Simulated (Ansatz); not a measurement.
**SiS₂: density, localisation and related maps**

The calculation's input:

```
crystal:
  lattice:
    - [-2.7058725032, 4.7777058656, 2.7637767391]
    - [2.7058725032, -4.7777058656, 2.7637767391]
    - [2.7058725032, 4.7777058656, -2.7637767391]
  atoms:
    - { symbol: Si, position: [0.75, 0.75, 0.0] }
    - { symbol: Si, position: [0.25, 0.25, 0.0] }
    - { symbol: S, position: [0.119398985, 0.2167531574, 0.3361521425] }
    - { symbol: S, position: [0.880601015, 0.7832468426, 0.6638478575] }
    - { symbol: S, position: [0.619398985, 0.2832468426, 0.9026458276] }
    - { symbol: S, position: [0.380601015, 0.7167531574, 0.0973541724] }
basis:
  ecutwfc: 420
kpoints:
  mp_grid: { grid: [6, 6, 6] }
hamiltonian:
  xc: lda
scf:
  occupations: { method: gaussian, width: 0.02 }
output:
  forces: true
  stress: true
  eigenvalues: true
  write_density: true
  write_potential: true
  elf: true
  volumetric_format: npy
relax:
  adjacent_minimum: "off"
  f_tol: 0.005
  max_steps: 50
  cell: { stress_tol: 0.05 }
```

Launched as:

```sh
ansatz run input.yaml --threads 4 --pin off --max-ram 10240MiB --backend cpu --events-out ev --progress --plain --runs-dir out
```

Below, planes, directions and counts refer to the conventional cell (a = 5.70 Å, b = 8.71 Å, c = 5.50 Å, α = 90.00°, β = 90.00°, γ = 90.00°).

The fields are those of the relaxed geometry.

Space group Ibam.

Theory: DFT LDA, scalar-relativistic, plane waves, PAW (Ansatz).

The density is the valence pseudo-density of a PAW calculation; it isn't the true density close to the nuclei.

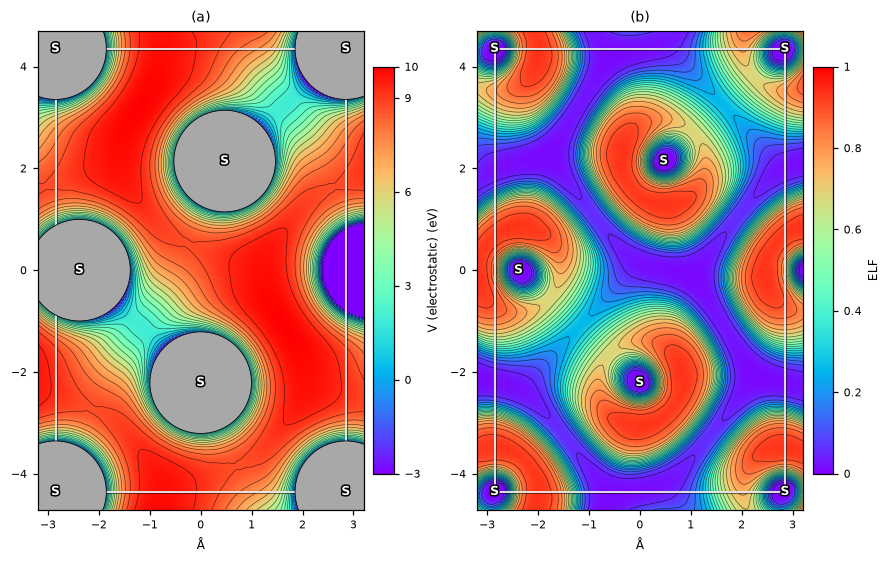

Figure 1. (a) electrostatic potential (local pseudopotential plus Hartree) felt by an electron; (b) ELF on the (001) plane of the conventional cell. Grey discs cover the atomic cores in the potential map.

> Describe what can be read from this map.

The section cuts through S sites. The ELF also peaks beside S, away from the bonds: lone-pair regions. Outside the cores the potential energy rises away from the atoms and is highest about 2.0 Å from the nearest atoms; its zero is arbitrary.

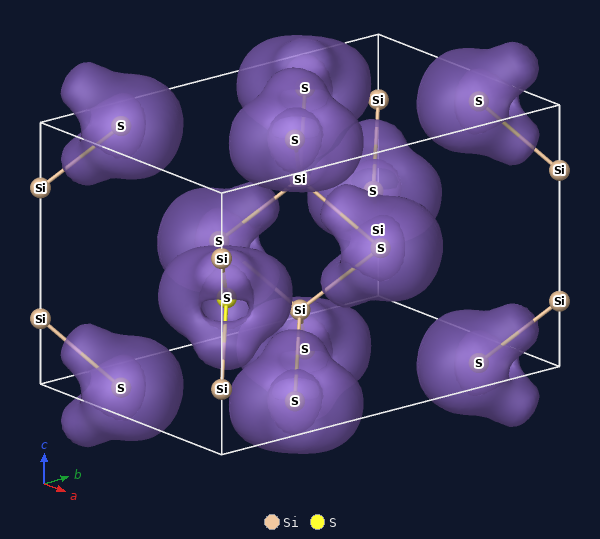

Figure 2. Isosurface of the electron localisation function at 0.75 (purple), seen at an oblique angle. Only the valence region is drawn (cores and ρ < 0.01 e/Å³ removed). Sticks mark near contacts.

> Where are the electrons localised?

The surface consists of eight regions on S in which the atom's valence shell and bonds are merged, counted in one cell of 12 atoms. Regions shared between cells count once.


Si–S (2.13 Å): the ELF peaks at about 0.90 between the atoms, as expected for a shared electron pair.

> Does the calculation make it a metal, or give it a gap?

It is gapped, with a Kohn–Sham gap of 2.5 eV on the k-point mesh (the band edges may lie off the mesh, which would make the gap smaller).
